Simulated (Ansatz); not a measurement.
Consider this structure, W.

```
CELL_PARAMETERS angstrom
2.74515 0.00000 0.00000
-1.37258 2.37737 0.00000
0.00000 0.00000 4.98070
ATOMIC_POSITIONS crystal
W 0.33333 0.66667 0.75000
W 0.66667 0.33333 0.25000
```

It is based on the input geometry of an electronic-structure calculation (not necessarily at equilibrium); the starting structure was generated, so it need not be a known form of this composition.

Q: Predict the first 5 clear peaks of the X-ray G(r) with σ = 0.10 Å, and name the atom pairs.

A: 1. 2.80 Å: W–W at 2.75–2.95 Å
2. 4.03 Å: W–W at 4.03 Å
3. 4.86 Å: W–W at 4.75–4.98 Å
4. 5.67 Å: W–W at 5.49–5.69 Å
5. 6.23 Å: W–W at 6.23 Å

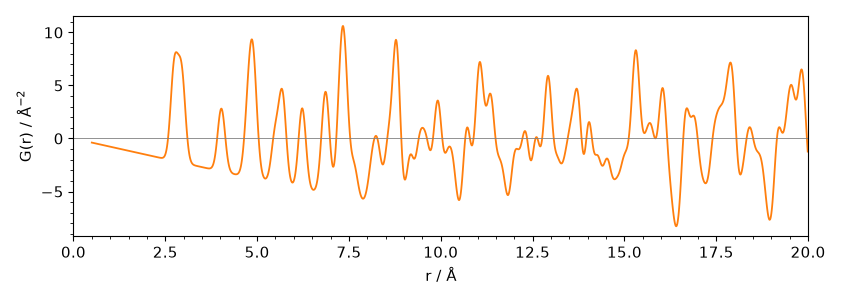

The curve is a calculated X-ray PDF: distances of the static structure, each pair weighted by the product of the atomic numbers (X-ray weights at Q = 0), broadened by Gaussians with σ = 0.10 Å, damped by exp(−(Q_damp r)²/2) with Q_damp = 0.020 Å⁻¹. No termination ripples are included.
